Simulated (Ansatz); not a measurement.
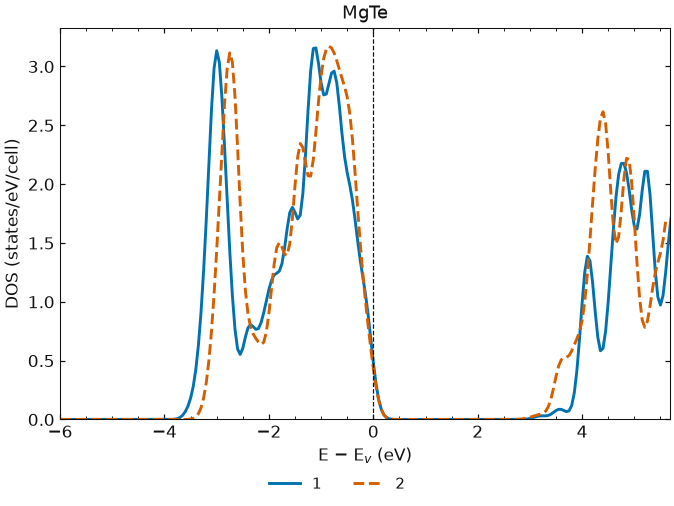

Total densities of states of MgTe, space group I-4m2, 2 atoms in the cell, zincblende type, uniaxial (x) strain +1.1%, by two methods on the same cell. The curves are built from the levels of the k mesh with Gaussians 0.3 eV wide, which also blur the band edges. Each is counted from its own valence-band top.

> Which curve is which? The methods: HSE06, r2SCAN.

1 is HSE06; 2 is r2SCAN. HSE06 gives a gap of 3.20 eV and r2SCAN gives a gap of 3.04 eV.

Settings. HSE06: DFT, HSE06, plane waves, PAW, no spin polarisation, 6×6×6 k mesh, 420 eV cutoff (Ansatz). r2SCAN: DFT, r2SCAN, plane waves, PAW, no spin polarisation, 8×8×8 k mesh, 500 eV cutoff (Ansatz).

Spin-orbit coupling is left out, which matters for Te.
